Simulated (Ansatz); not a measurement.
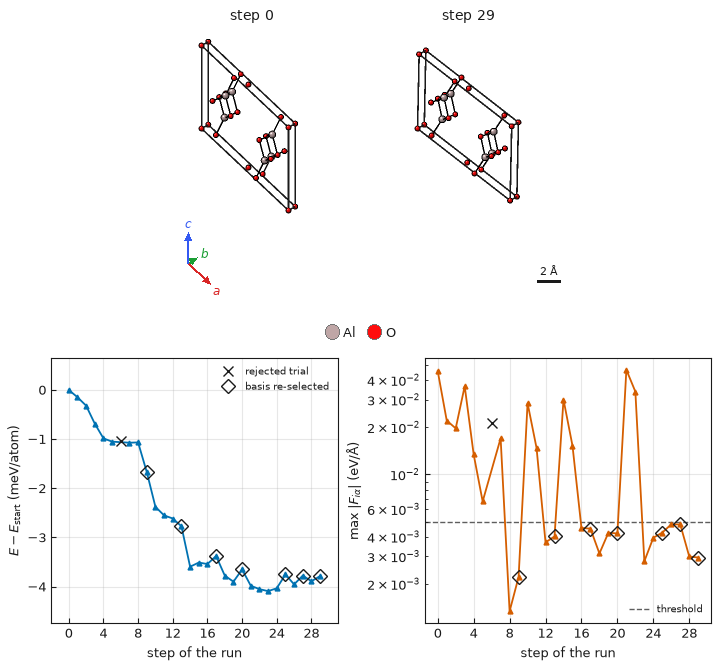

First and last geometry of a relaxation of solid Al₂O₅ (a generated structure, set up in C2/m), with the history of the run. Style: ball-and-stick. Shown: the conventional cell (2 times the calculation's cell), slightly off an axis. Lengths and directions refer to the drawn axes.

All numbers below come from Ansatz, DFT PBE, scalar-relativistic, plane waves, PAW. Set-up: plane-wave cutoff 420 eV; k-point mesh 10 × 10 × 6; occupations gaussian; smearing width 0.02 eV; no spin polarisation; cell and atoms relaxed; force threshold 0.005 eV/Å; at most 80 steps.

Read the history and describe the run.

It converged. Over 21 accepted moves (29 points after the start) the energy falls by 3.8 meV per atom. The largest force component goes from 0.046 to 0.003 eV/Å. Pressure: 0.02 GPa at the start and 0.00 GPa at the end. The line search rejected the trial step at point 6 of the run. The SCF was repeated 7 times at an unchanged geometry on a basis and grid sized afresh for the cell, which shifted the energy by 0.6 meV per atom at most. The largest moves relative to the cell, 0.16 Å, are those of O atoms. By element the largest moves are O 0.16 Å, Al 0.10 Å. Cell: a 10.739 → 10.559 Å (−1.7 %), b 3.019 → 3.020 Å (0.0 %), c 7.497 → 6.715 Å (−10.4 %), β 132.2° → 125.4°. Volume −3.1 %. Near-neighbour distances that change, for instance: Al–O 1.791 → 1.783 Å, Al–O 1.778 → 1.772 Å. Among the angles between lasting bonds that change: O–Al–O 138.7° → 134.2°. The space group stays C2/m (No. 12).

Limits of the set-up: layers or molecules are held without a dispersion correction, so their spacing is unreliable.
